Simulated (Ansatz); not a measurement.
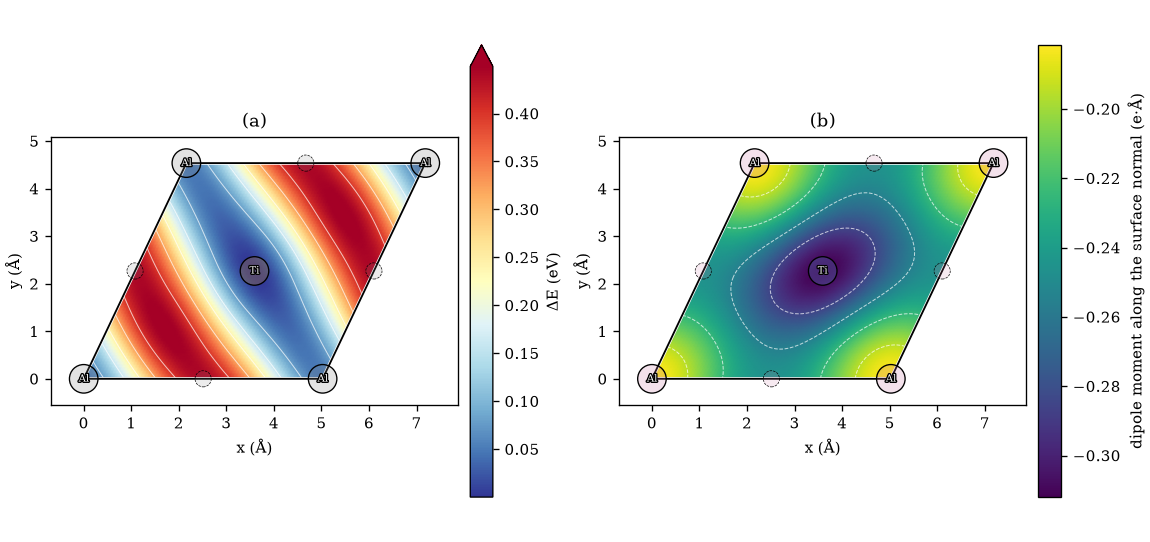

H on a TiAl₃(110) slab cut from the I4/mmm phase, its upper half relaxed before the scan (8 atoms of substrate and one adsorbate in a 1 × 1 cell). H is moved over the surface cell at a fixed height above a rigid substrate; the origin of the map has the adsorbate above Al8; the height is held at 2.80 Å. Places are given modulo a cell vector. The map is drawn in real space over the plane of the surface. Grid: 6 × 6 points; 13 points were computed and 23 follow by symmetry. Energies are in eV, from the lowest grid point. The runs have no spin polarisation, so an open-shell adsorbate far from the surface lies too high. With one adsorbate in each 1 × 1 cell, its nearest image is 5.0 Å away, so neighbouring adsorbates interact. At a fixed height the lowest place need not be the adsorption site. All numbers below come from DFT PBE+D3(BJ), scalar-relativistic, plane waves, PAW in Ansatz 0.2.0. Settings: cutoff 420 eV, k-mesh 6×6×1, gaussian smearing 0.1 eV, no spin polarisation.

Panel (a) is the energy and panel (b) the computed dipole moment along the surface normal on the same grid.

Drawn: a smooth colour map with a few white contour lines, labelled circles for the atoms of the top layer and small ones for the second layer, the outline of one cell of the plane, one colour for all values above the top of the scale. Between grid points the surface is interpolated.

Q: How does the dipole moment along the surface normal vary over the map, and what is it at the lowest grid point?

A: It runs from −0.31 e·Å at the top site over a surface Ti atom, (3/6, 3/6) of the cell vectors to −0.18 e·Å at the top site over a surface Al atom, (0/6, 0/6) of the cell vectors. At the lowest grid point, the top site over a surface Ti atom, (3/6, 3/6) of the cell vectors, it is −0.31 e·Å.

PAW datasets: the set soft_1.
